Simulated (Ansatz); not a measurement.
Single-point calculation, with input and output: BN

System: BN (P6₃/mmc, 4 atoms in the cell).
Method: DFT, PBE, plane waves, PAW, no spin polarisation (Ansatz 0.2.0).

The structure derives from an entry of the Crystallography Open Database.

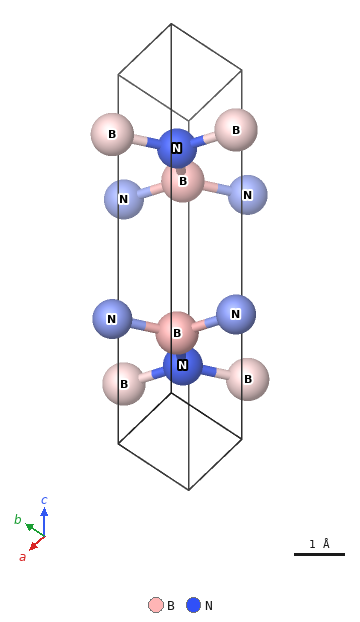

*The input geometry (ball-and-stick view of the cell of the calculation, seen at an oblique angle; neighbours outside the cell are drawn fainter). An atom can appear more than once, as a periodic image.*

Near neighbours in the periodic cell (some may lie outside the picture): B has 3 N at 1.45 Å; N has 3 B at 1.45 Å.

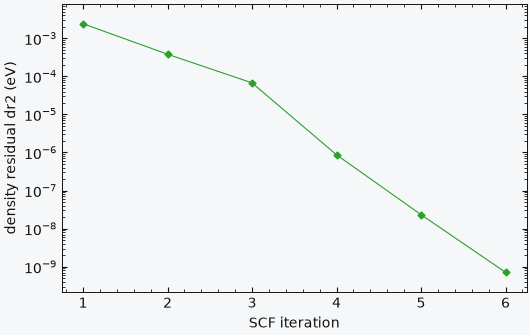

*Convergence of the self-consistent field: density residual dr2 against the SCF iteration.*

The residual falls at every step.

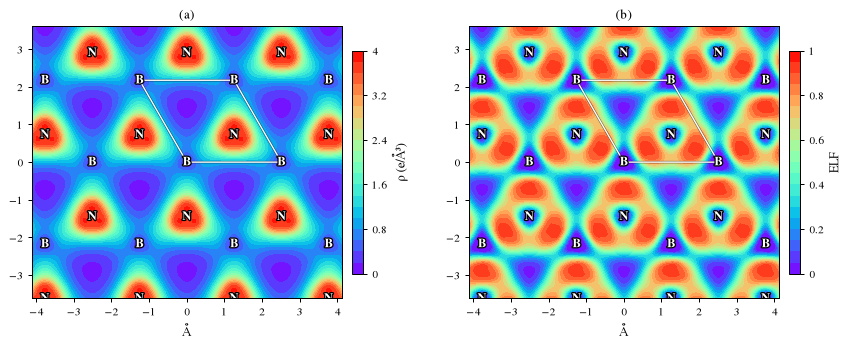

*(a) valence pseudo-density; (b) electron localisation function on the (001) plane of the conventional cell.*

The section cuts through B and N sites. B–N (1.45 Å): ρ at the midpoint is about 1.8 e/Å³; the ELF peaks at about 0.95 between the atoms, which marks a shared but strongly polarised pair. Away from the nuclei the density in this plane falls to 0.14 e/Å³ at its lowest. In a PAW calculation such maps are meaningful between the atoms, not at the nuclei.

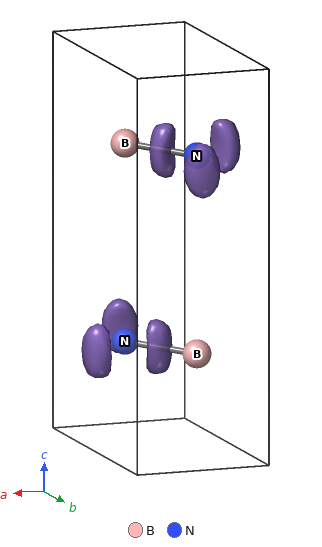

*Isosurface of the ELF at 0.85 (purple), seen at an oblique angle. Core shells and regions of very low density are left out. Sticks mark near contacts. The outline is the cell set on symmetry axes.*

These pictures come from the run below.

Input:
```yaml
crystal:
  lattice:
    - [2.512179177458, 2.886759202671e-11, 0.0]
    - [-1.256089588754, 2.175610986522, 0.0]
    - [0.0, 0.0, 8.3870107525]
  atoms:
    - { symbol: B, position: [0.3333333333333, 0.6666666666667, 0.25] }
    - { symbol: B, position: [0.6666666666667, 0.3333333333333, 0.75] }
    - { symbol: "N", position: [0.3333333333333, 0.6666666666667, 0.75] }
    - { symbol: "N", position: [0.6666666666667, 0.3333333333333, 0.25] }
basis:
  ecutwfc: 420
  ecutrho_ratio: 4
kpoints:
  mp_grid: { grid: [16, 16, 4] }
hamiltonian:
  xc: pbe
scf:
  occupations: { method: gaussian, width: 0.05 }
  lower_state_search: standard
output:
  forces: true
  stress: true
  write_density: true
  write_potential: true
  elf: true
  volumetric_format: npy
```

Run as:
```bash
ansatz run input.yaml --threads 4 --pin off --max-ram 7168MiB --backend cpu --events-out ev --progress --plain --runs-dir out
```

The program's output:
```
Engine: ansatz 0.2.0, aarch64-unknown-linux-gnu
Pseudopotentials: kind: paw
Pseudopotential: B, paw, valence charge 3, recommended cutoff 420 eV (normal), B.paw.azcp
Pseudopotential: N, paw, valence charge 5, recommended cutoff 420 eV (normal), N.paw.azcp
Functional definition: PBE
  parameter kappa = 0.804
  parameter beta = 0.06672455060314922
  exchange = pbe_x(kappa = kappa, mu = beta*pi^2/3)
  correlation = pbe_c(beta = beta)
Crystal: 4 atoms, lattice volume = 45.839 Å³
Basis set: ecut = 420 eV, 887 PW (Γ), exchange–correlation on 36×36×120 points (8 copies of the dense FFT grid, shifted against one another)
Bands: 12, of which v1, the nominal top of the filled ones, is band 8 counted from 1 (7 counted from 0)
Symmetry: 24 space group operations
Space group: P63/mmc (ITA 194), of the structure as read, at distance tolerance 3.6e-5 Å
k-points: 90 of 1024
Non-local potential: B, projectors of the file, l = 0: 2, l = 1: 2, l = 2: 1
Non-local potential: N, projectors of the file, l = 0: 2, l = 1: 2, l = 2: 1
PAW form: soft (Blöchl's): semilocal exchange-correlation on the pseudo side does not see the compensation charge
PAW one-centre angular grid: B, 110 points (default); XC on 64 Gauss nodes
PAW one-centre angular grid: N, 110 points (default); XC on 64 Gauss nodes
Initial density: superposition of atomic densities (neutral atoms: chi_scale 0, normalization atom), corrected by the library's trained network
Initial wavefunctions: pseudopotential atomic-orbital guess
Functional: x = pbe(κ = 0.804, μ = 0.2195149727645171), c = pbe(β = 0.06672455060314922)
SCF iter   1: F=—  HF=-1084.859345 eV  |F-HF|=—  |Δ(HF+E_count)|=         —  Δρ=3.90e-3  dr2=2.42e-3  ethr=1.77e-3  ⟨swp⟩=6.4  Hψ=6722  notcnv=0
preconditioner: auto → none  [insulator: Δε(μ)=4.383 eV  Ē_g=15.330 eV  σ=0.050 eV  W_gap=1.00  n_scr=6 (ndim 8)  ℏωp=21.9 eV  f_vac=0.237  D(μ)=0.00/eV (n_scr^D=0)  ε∞_Penn≈3.0]
SCF iter   2: F=—  HF=-1084.860593 eV  |F-HF|=—  |Δ(HF+E_count)|=   1.25e-3  Δρ=1.65e-3  dr2=3.82e-4  ethr=1.51e-5  ⟨swp⟩=2.5  Hψ=2737  notcnv=0
SCF iter   3: F=—  HF=-1084.860950 eV  |F-HF|=—  |Δ(HF+E_count)|=   3.57e-4  Δρ=7.95e-4  dr2=6.75e-5  ethr=2.39e-6  ⟨swp⟩=2.0  Hψ=1620  notcnv=0
SCF iter   4: F=—  HF=-1084.861110 eV  |F-HF|=—  |Δ(HF+E_count)|=   1.61e-4  Δρ=6.61e-5  dr2=8.69e-7  ethr=4.22e-7  ⟨swp⟩=2.3  Hψ=1781  notcnv=0
iter 5 did not close the SCF: its close was put off for the readings that it lacked (scf_convergence_deferred on its scf_iter line)
SCF iter   5: F=-1084.861113 eV  HF=-1084.861113 eV  |F-HF|=4.02e-8  |Δ(HF+E_count)|=   2.77e-6  Δρ=9.02e-6  dr2=2.33e-8  ethr=5.43e-9  ⟨swp⟩=2.1  Hψ=1793  notcnv=0
SCF iter   6: F=-1084.861113 eV  HF=-1084.861113 eV  |F-HF|=5.48e-10  |Δ(HF+E_count)|=   4.69e-8  Δρ=1.53e-6  dr2=7.11e-10  ethr=1.46e-10  ⟨swp⟩=5.7  Hψ=6359  notcnv=0
SCF 1 converged in 6 iterations: F = -1084.861113 eV  dr2 = 7.11e-10
  greatest PAW one-centre occupation: 0.796 electrons in one spin orbital (limit 2), on the N atom at site 3 (counted from 0), in its partial waves of l = 0
SCF converged after 6 iterations
Free energy (F): -1084.861113 eV
Harris-Foulkes:  -1084.861113 eV  (|F-HF|=5.48e-10)
Internal energy: -1084.861113 eV  (E = F + TS)
E sigma→0 (E₀):  -1084.861113 eV
Fermi energy:    4.691776 eV
--- Per-component energies (eV) ---
  E_band       = -73.550415
  E_kinetic    = 365.511488
  E_local      = -964.104202  (includes V_loc(G=0)·N_el)
  E_nonlocal   = 115.411589
  E_hartree    = 341.700075
  E_xc         = -184.007025
  E_vxc        = -228.223724  (∫ρ·V_xc dr)
  E_paw        = -413.512087  (= ΣΔE_a)
  E_vpaw       = -45.546407  (= ΣTr[D̂ρ^β])
  E_aug_tail   = 0.000196  (compensation charges beyond the density's cutoff)
  E_ewald      = -345.861148
  E_smearing   = -0.000000  (= −TS)
  E_closure    = -0.000000  (closes the sum)
  Σ components = -1084.861113   (vs F -1084.861113, Δ=0.00e0)
--- Forces (eV/Å), atoms counted from 1 ---
  atom   1  B     -0.00000000    -0.00000000     0.00000000
  atom   2  B      0.00000000     0.00000000     0.00000000
  atom   3  N     -0.00000000    -0.00000000     0.00000000
  atom   4  N      0.00000000     0.00000000     0.00000000
  max |Σ_I F_I| component: 9.25e-18 eV/Å
--- Stress (GPa, compression-positive) ---
       -0.007724      -0.000000       0.000000
        0.000000      -0.007724       0.000000
        0.000000       0.000000       0.032664
  P = ⅓ Tr σ = 0.0057 GPa (0.057 kbar)
--- Band table (eV; the first three rows and the last of 90) ---
  k-point 0: bands = ["-15.1141", "-15.0754", "-2.9674", "-2.3844", "1.1648", "1.1648", "1.1662", "1.1662", "6.9010", "10.2276", "12.5172", "14.0452"]
  k-point 1: bands = ["-15.1086", "-15.0811", "-2.8894", "-2.4783", "1.1647", "1.1647", "1.1657", "1.1657", "7.2423", "9.4138", "13.2047", "14.0471"]
  k-point 2: bands = ["-15.0949", "-15.0949", "-2.6914", "-2.6914", "1.1650", "1.1650", "1.1650", "1.1650", "8.1697", "8.1697", "14.0522", "14.0522"]
  k-point 89: bands = ["-11.5086", "-11.5086", "-5.4021", "-5.4021", "-4.4833", "-4.4833", "2.4426", "2.4426", "7.2256", "7.2256", "14.6804", "14.6804"]
```

File rho_z.tsv:
```
# z_ang	rho[e/angstrom^3]
# format = ansatz-planar-average/11
# lattice	2.512179177	0.000000000	0.000000000
# lattice	-1.256089589	2.175610987	0.000000000
# lattice	0.000000000	0.000000000	8.387010753
# sites	4
# site	5	-0.000000000	1.450407324	2.096752688
# site	5	1.256089589	0.725203662	6.290258064
# site	7	-0.000000000	1.450407324	6.290258064
# site	7	1.256089589	0.725203662	2.096752688
0.000000	6.735744e-3
0.139784	7.499970e-3
0.279567	9.989473e-3
0.419351	1.486097e-2
0.559134	2.312175e-2
0.698918	3.664953e-2
0.838701	5.866029e-2
0.978485	9.420063e-2
1.118268	1.503411e-1
1.258052	2.375130e-1
1.397835	3.692531e-1
1.537619	5.579805e-1
1.677402	7.975159e-1
1.817186	1.036878e0
1.956969	1.205585e0
2.096753	1.264505e0
2.236536	1.205585e0
2.376320	1.036878e0
2.516103	7.975159e-1
2.655887	5.579805e-1
2.795670	3.692531e-1
2.935454	2.375130e-1
3.075237	1.503411e-1
3.215021	9.420063e-2
3.354804	5.866029e-2
3.494588	3.664953e-2
3.634371	2.312175e-2
3.774155	1.486097e-2
3.913938	9.989473e-3
4.053722	7.499970e-3
4.193505	6.735744e-3
4.333289	7.499970e-3
4.473072	9.989473e-3
4.612856	1.486097e-2
4.752639	2.312175e-2
4.892423	3.664953e-2
5.032206	5.866029e-2
5.171990	9.420063e-2
5.311773	1.503411e-1
5.451557	2.375130e-1
5.591341	3.692531e-1
5.731124	5.579805e-1
5.870908	7.975159e-1
6.010691	1.036878e0
6.150475	1.205585e0
6.290258	1.264505e0
6.430042	1.205585e0
6.569825	1.036878e0
6.709609	7.975159e-1
6.849392	5.579805e-1
6.989176	3.692531e-1
7.128959	2.375130e-1
7.268743	1.503411e-1
7.408526	9.420063e-2
7.548310	5.866029e-2
7.688093	3.664953e-2
7.827877	2.312175e-2
7.967660	1.486097e-2
8.107444	9.989473e-3
8.247227	7.499970e-3
```

Summary:

```json
{"quantity": "outcome", "value": "converged"}
{"quantity": "space group (tolerance 0.01 Å)", "value": "P6₃/mmc (194)"}
{"quantity": "electrons treated", "value": "16"}
{"quantity": "free energy", "value": "−1084.8611 eV"}
{"quantity": "Fermi energy", "value": "4.692 eV"}
{"quantity": "gap on the k-point mesh", "value": "4.42 eV"}
{"quantity": "pressure", "value": "0.01 GPa"}
{"quantity": "largest force (length of the vector)", "value": "under 0.001 eV/Å"}
{"quantity": "hardware", "value": "4 threads of Arm Neoverse V2, 24 GiB of memory available, shared host"}
{"quantity": "wall time", "value": "0.84 s (CPU time 2.9 s)"}
{"quantity": "peak memory", "value": "0.34 GiB"}
```

Remarks:

Settings chosen away from the usual ones: scf.lower_state_search = "standard".
